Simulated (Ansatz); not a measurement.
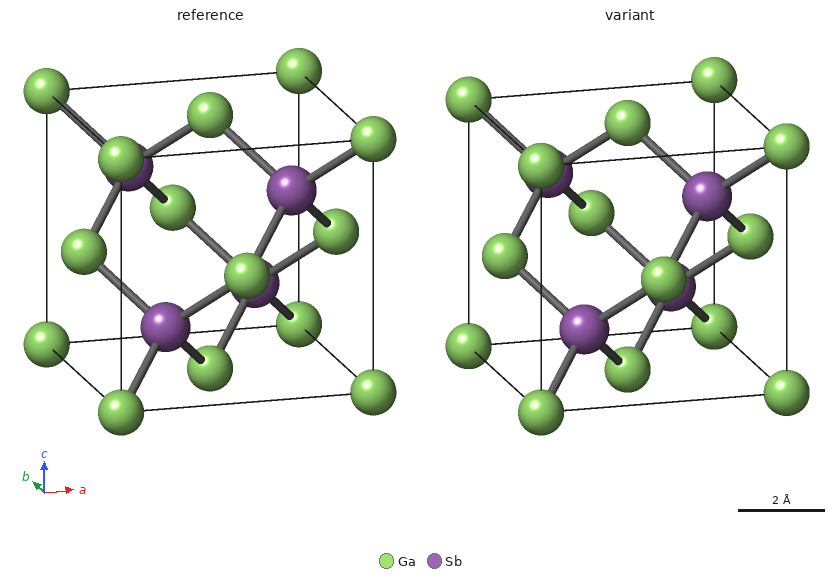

Left: a symmetric starting cell of GaSb. Right: the same structure after one change, at the same scale. A ball-and-stick model of the conventional cell (4 times the calculation's cell), seen slightly off an axis. Lengths and directions refer to the drawn axes.

Level of theory: Ansatz 0.2.0, DFT PBE, scalar-relativistic, plane waves, PAW. Set-up: plane-wave cutoff 420 eV; k-point mesh 12 × 12 × 12; occupations gaussian; smearing width 0.1 eV; no spin polarisation.

> Which change leads from the left to the right?

All lengths are scaled by −2.6 % (volume −7.7 %), the atoms keeping their fractional coordinates. No relaxation follows. The starting cell wasn't computed here and needn't be at equilibrium, so pressure and forces aren't due to the change alone.

> What does the change do?

The pressure is 7.7 GPa (not all of it need come from the change, since the unchanged cell can be under pressure at this level too). All forces vanish by symmetry. Near-neighbour distances before and after: Ga–Sb 2.649 → 2.579 Å. The space group stays F-43m (No. 216).
